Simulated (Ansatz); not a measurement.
## Two runs on GaAs

System: GaAs (P6₃/mmc, 4 atoms in the cell).
Method of run A: independent-particle optics of r2SCAN bands, plane waves, PAW, no spin polarisation (Ansatz 0.2.0).

The structure was built on a prototype by a generator. The geometry comes from this level: r2SCAN. Text and figures count atoms from 1; the logs count them from 0 in places.

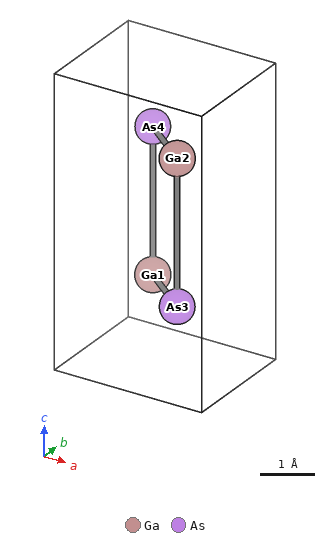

Figure 1. The structure (ball-and-stick view of the cell of the calculation, seen slightly off an axis; atoms are numbered from 1 in the order of the input).

Input file, run A:
```yaml
crystal:
  lattice:
    - [4.2497555659, 0.0, 0.0]
    - [-2.124877783, 3.6803962799, 0.0]
    - [0.0, 0.0, 5.7732405026]
  atoms:
    - { symbol: Ga, position: [0.3333333333, 0.6666666667, 0.25] }
    - { symbol: Ga, position: [0.6666666667, 0.3333333333, 0.75] }
    - { symbol: As, position: [0.6666666667, 0.3333333333, 0.25] }
    - { symbol: As, position: [0.3333333333, 0.6666666667, 0.75] }
kpoints:
  mp_grid: { grid: [6, 6, 4] }
hamiltonian:
  xc: r2scan
scf:
  occupations: { method: fermi_dirac, width: 0.02 }
output:
  optics:
    e_range: [0, 12]
    de: 0.05
    sigma: 0.1
    bands: { spectra_wanted_up_to: 12 }
```

Command:
```bash
ansatz run input.yaml --threads 4 --pin off --max-ram 3686MiB --backend cpu --events-out ev --progress --plain --runs-dir out
```

Hardware: 4 threads of Arm Neoverse V2, 24 GiB of memory available, shared host.

Output, shortened to warnings, some set-up lines, iterations and results (run A):
```
Basis set: ecut = 500 eV, 2307 PW (Γ), exchange–correlation on 128×128×180 points (64 copies of the dense FFT grid, shifted against one another)
Symmetry: 24 space group operations
k-points: 21 of 144
Initial density: superposition of atomic densities (neutral atoms: chi_scale 0, normalization atom), corrected by the library's trained network
[...]
SCF iter   1: F=—  HF=-17309.920827 eV  |F-HF|=—  |Δ(HF+E_count)|=         —  Δρ=7.86e-3  dr2=2.53e-2  dr2_τ=5.51e-3  ethr=1.77e-3  ⟨swp⟩=6.2  Hψ=2712  notcnv=0
SCF iter   2: F=—  HF=-17309.973208 eV  |F-HF|=—  |Δ(HF+E_count)|=   5.24e-2  Δρ=6.96e-3  dr2=2.89e-2  dr2_τ=2.13e-4  ethr=4.51e-5  ⟨swp⟩=3.0  Hψ=1659  notcnv=0  defer=28
SCF iter   3: F=—  HF=-17309.938072 eV  |F-HF|=—  |Δ(HF+E_count)|=   3.51e-2  Δρ=9.74e-4  dr2=4.12e-4  dr2_τ=4.14e-6  ethr=4.51e-5  ⟨swp⟩=3.0  Hψ=1437  notcnv=0  defer=28
SCF iter   4: F=—  HF=-17309.937996 eV  |F-HF|=—  |Δ(HF+E_count)|=   7.57e-5  Δρ=3.28e-4  dr2=1.75e-4  dr2_τ=1.10e-6  ethr=7.36e-7  ⟨swp⟩=2.0  Hψ=1372  notcnv=0  defer=28
SCF iter   5: F=—  HF=-17309.937867 eV  |F-HF|=—  |Δ(HF+E_count)|=   1.30e-4  Δρ=1.07e-4  dr2=1.24e-5  dr2_τ=2.12e-7  ethr=3.12e-7  ⟨swp⟩=2.0  Hψ=1278  notcnv=0  defer=28
SCF iter   6: F=—  HF=-17309.937858 eV  |F-HF|=—  |Δ(HF+E_count)|=   8.32e-6  Δρ=2.42e-5  dr2=6.34e-7  dr2_τ=4.89e-9  ethr=2.21e-8  ⟨swp⟩=2.5  Hψ=1237  notcnv=0  defer=28
SCF iter   7: F=—  HF=-17309.937863 eV  |F-HF|=—  |Δ(HF+E_count)|=   4.43e-6  Δρ=2.60e-6  dr2=3.43e-9  dr2_τ=8.63e-11  ethr=1.13e-9  ⟨swp⟩=2.1  Hψ=1131  notcnv=0  defer=28
SCF iter   8: F=—  HF=-17309.937863 eV  |F-HF|=—  |Δ(HF+E_count)|=   5.05e-9  Δρ=2.83e-7  dr2=6.93e-11  dr2_τ=1.49e-12  ethr=6.13e-12  ⟨swp⟩=2.0  Hψ=1121  notcnv=0  defer=28
SCF iter   9: F=-17309.937863 eV  HF=-17309.937863 eV  |F-HF|=0.00e0  |Δ(HF+E_count)|=  1.06e-10  Δρ=6.07e-8  dr2=5.22e-12  dr2_τ=4.07e-14  ethr=1.00e-12  ⟨swp⟩=7.4  Hψ=2329  …
SCF 1 converged in 9 iterations: F = -17309.937863 eV  dr2 = 5.22e-12
NSCF: frozen V_eff on 21 k-points
Optics k sum: 0 of 21 k-points
Optics k sum: 2 of 21 k-points
Optics k sum: 3 of 21 k-points
Optics k sum: 4 of 21 k-points
Optics k sum: 5 of 21 k-points
Optics k sum: 6 of 21 k-points
Optics k sum: 7 of 21 k-points
Optics k sum: 8 of 21 k-points
Optics k sum: 9 of 21 k-points
Optics k sum: 10 of 21 k-points
Optics k sum: 11 of 21 k-points
Optics k sum: 12 of 21 k-points
Optics k sum: 13 of 21 k-points
Optics k sum: 14 of 21 k-points
Optics k sum: 15 of 21 k-points
Optics k sum: 16 of 21 k-points
Optics k sum: 17 of 21 k-points
Optics k sum: 18 of 21 k-points
Optics k sum: 19 of 21 k-points
Optics k sum: 20 of 21 k-points
Optics k sum: 21 of 21 k-points
Optics k sum: 0 of 21 k-points
Optics k sum: 2 of 21 k-points
Optics k sum: 3 of 21 k-points
Optics k sum: 4 of 21 k-points
Optics k sum: 5 of 21 k-points
Optics k sum: 6 of 21 k-points
Optics k sum: 7 of 21 k-points
Optics k sum: 8 of 21 k-points
Optics k sum: 9 of 21 k-points
Optics k sum: 10 of 21 k-points
Optics k sum: 11 of 21 k-points
Optics k sum: 12 of 21 k-points
Optics k sum: 13 of 21 k-points
Optics k sum: 14 of 21 k-points
Optics k sum: 15 of 21 k-points
Optics k sum: 16 of 21 k-points
Optics k sum: 17 of 21 k-points
Optics k sum: 18 of 21 k-points
Optics k sum: 19 of 21 k-points
Optics k sum: 20 of 21 k-points
Optics k sum: 21 of 21 k-points
Optics k sum: 0 of 21 k-points
Optics k sum: 2 of 21 k-points
Optics k sum: 3 of 21 k-points
Optics k sum: 4 of 21 k-points
Optics k sum: 5 of 21 k-points
Optics k sum: 6 of 21 k-points
Optics k sum: 7 of 21 k-points
Optics k sum: 8 of 21 k-points
Optics k sum: 9 of 21 k-points
Optics k sum: 10 of 21 k-points
Optics k sum: 11 of 21 k-points
Optics k sum: 12 of 21 k-points
Optics k sum: 13 of 21 k-points
Optics k sum: 14 of 21 k-points
Optics k sum: 15 of 21 k-points
Optics k sum: 16 of 21 k-points
Optics k sum: 17 of 21 k-points
Optics k sum: 18 of 21 k-points
Optics k sum: 19 of 21 k-points
Optics k sum: 20 of 21 k-points
Optics k sum: 21 of 21 k-points
Optics k sum: 0 of 21 k-points
Optics k sum: 2 of 21 k-points
Optics k sum: 3 of 21 k-points
Optics k sum: 4 of 21 k-points
Optics k sum: 5 of 21 k-points
Optics k sum: 6 of 21 k-points
Optics k sum: 7 of 21 k-points
Optics k sum: 8 of 21 k-points
Optics k sum: 9 of 21 k-points
Optics k sum: 10 of 21 k-points
Optics k sum: 11 of 21 k-points
Optics k sum: 12 of 21 k-points
Optics k sum: 13 of 21 k-points
Optics k sum: 14 of 21 k-points
Optics k sum: 15 of 21 k-points
Optics k sum: 16 of 21 k-points
Optics k sum: 17 of 21 k-points
Optics k sum: 18 of 21 k-points
Optics k sum: 19 of 21 k-points
Optics k sum: 20 of 21 k-points
Optics k sum: 21 of 21 k-points
[...]
```

The input of run B differs as follows (lines with − go, lines with + come):
```diff
-  xc: r2scan
+  xc: pbe
+  write_density: true
+  write_potential: true
+  elf: true
+  volumetric_format: npy
```

How does run B compare with run A?

The total energies belong to different methods, so their difference says nothing on which is more stable or more accurate. The functional changes from r2SCAN to PBE. The SCF takes 10 iterations against 9. The default cutoff goes from 500 to 420 eV with the change. The plane waves at Γ go from 2307 to 1753.

Output, shortened to warnings, some set-up lines, iterations and results (run B):
```
Basis set: ecut = 420 eV, 1753 PW (Γ)
Symmetry: 24 space group operations
k-points: 21 of 144
Initial density: superposition of atomic densities (neutral atoms: chi_scale 0, normalization atom), corrected by the library's trained network
[...]
SCF iter   1: F=—  HF=-17278.408679 eV  |F-HF|=—  |Δ(HF+E_count)|=         —  Δρ=3.66e-3  dr2=1.60e-2  ethr=1.77e-3  ⟨swp⟩=6.2  Hψ=2649  notcnv=0
SCF iter   2: F=—  HF=-17278.404199 eV  |F-HF|=—  |Δ(HF+E_count)|=   4.48e-3  Δρ=1.89e-3  dr2=3.34e-3  ethr=2.85e-5  ⟨swp⟩=3.0  Hψ=1416  notcnv=0  defer=28
SCF iter   3: F=—  HF=-17278.403067 eV  |F-HF|=—  |Δ(HF+E_count)|=   1.13e-3  Δρ=7.62e-4  dr2=4.00e-4  ethr=5.97e-6  ⟨swp⟩=2.0  Hψ=1162  notcnv=0  defer=28
SCF iter   4: F=—  HF=-17278.402664 eV  |F-HF|=—  |Δ(HF+E_count)|=   4.03e-4  Δρ=1.19e-4  dr2=1.60e-5  ethr=7.15e-7  ⟨swp⟩=2.0  Hψ=1089  notcnv=0  defer=28
SCF iter   5: F=—  HF=-17278.402670 eV  |F-HF|=—  |Δ(HF+E_count)|=   5.92e-6  Δρ=4.50e-5  dr2=1.26e-6  ethr=2.85e-8  ⟨swp⟩=2.0  Hψ=1277  notcnv=0  defer=28
SCF iter   6: F=—  HF=-17278.402673 eV  |F-HF|=—  |Δ(HF+E_count)|=   2.42e-6  Δρ=1.14e-5  dr2=1.51e-7  ethr=2.25e-9  ⟨swp⟩=2.0  Hψ=1277  notcnv=0  defer=28
SCF iter   7: F=—  HF=-17278.402673 eV  |F-HF|=—  |Δ(HF+E_count)|=   1.48e-7  Δρ=3.66e-6  dr2=2.16e-8  ethr=2.69e-10  ⟨swp⟩=2.0  Hψ=1277  notcnv=0  defer=28
SCF iter   8: F=—  HF=-17278.402673 eV  |F-HF|=—  |Δ(HF+E_count)|=   3.03e-8  Δρ=6.31e-7  dr2=4.85e-10  ethr=3.86e-11  ⟨swp⟩=2.5  Hψ=985  notcnv=0  defer=28
SCF iter   9: F=—  HF=-17278.402673 eV  |F-HF|=—  |Δ(HF+E_count)|=  6.77e-10  Δρ=1.34e-7  dr2=1.32e-11  ethr=1.00e-12  ⟨swp⟩=2.0  Hψ=1068  notcnv=0  defer=28
SCF iter  10: F=-17278.402673 eV  HF=-17278.402673 eV  |F-HF|=3.64e-12  |Δ(HF+E_count)|=  2.18e-11  Δρ=2.10e-8  dr2=5.87e-13  ethr=1.00e-12  ⟨swp⟩=6.5  Hψ=2190  notcnv=0
SCF 1 converged in 10 iterations: F = -17278.402673 eV  dr2 = 5.87e-13
NSCF: frozen V_eff on 21 k-points
Optics k sum: 0 of 21 k-points
Optics k sum: 2 of 21 k-points
Optics k sum: 3 of 21 k-points
Optics k sum: 4 of 21 k-points
Optics k sum: 5 of 21 k-points
Optics k sum: 6 of 21 k-points
Optics k sum: 7 of 21 k-points
Optics k sum: 8 of 21 k-points
Optics k sum: 9 of 21 k-points
Optics k sum: 10 of 21 k-points
Optics k sum: 11 of 21 k-points
Optics k sum: 12 of 21 k-points
Optics k sum: 13 of 21 k-points
Optics k sum: 14 of 21 k-points
Optics k sum: 15 of 21 k-points
Optics k sum: 16 of 21 k-points
Optics k sum: 17 of 21 k-points
Optics k sum: 18 of 21 k-points
Optics k sum: 19 of 21 k-points
Optics k sum: 20 of 21 k-points
Optics k sum: 21 of 21 k-points
Optics k sum: 0 of 21 k-points
Optics k sum: 2 of 21 k-points
Optics k sum: 3 of 21 k-points
Optics k sum: 4 of 21 k-points
Optics k sum: 5 of 21 k-points
Optics k sum: 6 of 21 k-points
Optics k sum: 7 of 21 k-points
Optics k sum: 8 of 21 k-points
Optics k sum: 9 of 21 k-points
Optics k sum: 10 of 21 k-points
Optics k sum: 11 of 21 k-points
Optics k sum: 12 of 21 k-points
Optics k sum: 13 of 21 k-points
Optics k sum: 14 of 21 k-points
Optics k sum: 15 of 21 k-points
Optics k sum: 16 of 21 k-points
Optics k sum: 17 of 21 k-points
Optics k sum: 18 of 21 k-points
Optics k sum: 19 of 21 k-points
Optics k sum: 20 of 21 k-points
Optics k sum: 21 of 21 k-points
Optics k sum: 0 of 21 k-points
Optics k sum: 2 of 21 k-points
Optics k sum: 3 of 21 k-points
Optics k sum: 4 of 21 k-points
Optics k sum: 5 of 21 k-points
Optics k sum: 6 of 21 k-points
Optics k sum: 7 of 21 k-points
Optics k sum: 8 of 21 k-points
Optics k sum: 9 of 21 k-points
Optics k sum: 10 of 21 k-points
Optics k sum: 11 of 21 k-points
Optics k sum: 12 of 21 k-points
Optics k sum: 13 of 21 k-points
Optics k sum: 14 of 21 k-points
Optics k sum: 15 of 21 k-points
Optics k sum: 16 of 21 k-points
Optics k sum: 17 of 21 k-points
Optics k sum: 18 of 21 k-points
Optics k sum: 19 of 21 k-points
Optics k sum: 20 of 21 k-points
Optics k sum: 21 of 21 k-points
Optics k sum: 0 of 21 k-points
Optics k sum: 2 of 21 k-points
Optics k sum: 3 of 21 k-points
Optics k sum: 4 of 21 k-points
Optics k sum: 5 of 21 k-points
Optics k sum: 6 of 21 k-points
Optics k sum: 7 of 21 k-points
Optics k sum: 8 of 21 k-points
Optics k sum: 9 of 21 k-points
Optics k sum: 10 of 21 k-points
Optics k sum: 11 of 21 k-points
Optics k sum: 12 of 21 k-points
Optics k sum: 13 of 21 k-points
Optics k sum: 14 of 21 k-points
Optics k sum: 15 of 21 k-points
Optics k sum: 16 of 21 k-points
Optics k sum: 17 of 21 k-points
Optics k sum: 18 of 21 k-points
Optics k sum: 19 of 21 k-points
Optics k sum: 20 of 21 k-points
Optics k sum: 21 of 21 k-points
[...]
```

The two runs side by side:

| quantity | run A | run B |
| --- | --- | --- |
| outcome | converged | converged |
| free energy per atom (eV) | −4327.4845 | −4319.6007 |
| energy per atom, smearing taken to zero (eV) | −4327.4842 | −4319.6005 |
| gap on the mesh (eV) | 0.00 | 0.00 |
| SCF iterations | 9 | 10 |
| irreducible k-points | 21 | 21 |
| plane waves at Γ | 2307 | 1753 |
| wall time (shared host) | 97 s | 80 s |

For both runs: Warnings: the optical spectrum is taken on partly filled bands.
